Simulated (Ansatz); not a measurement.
```
Ga N
1.0
     0.00000    0.00000   -5.24303
     3.21843    5.57448    0.00000
     3.21843   -5.57448    0.00000
Ga N
8 7
Direct
  0.98690 0.16599 0.33357
  0.00166 0.16651 0.83333
  0.00252 0.66791 0.33457
  0.00287 0.66793 0.83326
  0.50615 0.33235 0.66014
  0.50454 0.33168 0.17135
  0.50131 0.83470 0.66707
  0.50864 0.84170 0.17005
  0.62441 0.16798 0.83402
  0.62527 0.66773 0.33435
  0.62576 0.66816 0.83292
  0.12351 0.33255 0.66463
  0.12227 0.33255 0.16833
  0.12509 0.83434 0.66707
  0.12531 0.83608 0.16811
```

The program warned that a starting moment wasn't kept; spin-polarised.

Method: DFT PBE, scalar-relativistic, plane waves, PAW in Ansatz.

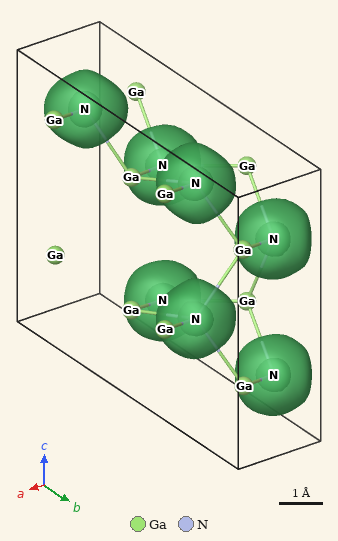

Ga8N7 (cell with a defect). Isosurface of the electron localisation function at 0.65 (green), seen slightly off an axis. Core shells and regions of very low density are left out. Sticks mark near contacts.

In a PAW calculation such maps are meaningful between the atoms, not at the nuclei.

### What do the ELF domains correspond to?

At this value the surface marks out seven regions wrapped around N (the valence shell of each), counted in one cell of 15 atoms. Any copies at cell faces, edges or corners count once. Profiles from the grid: Ga–N (1.96 Å): the ELF peaks at about 0.85 in the valence shell of N, 0.7 Å from its nucleus, and is about 0.45 at the midpoint. Ga–N (2.00 Å): the ELF peaks at about 0.85 in the valence shell of N, 0.7 Å from its nucleus, and is about 0.45 at the midpoint.
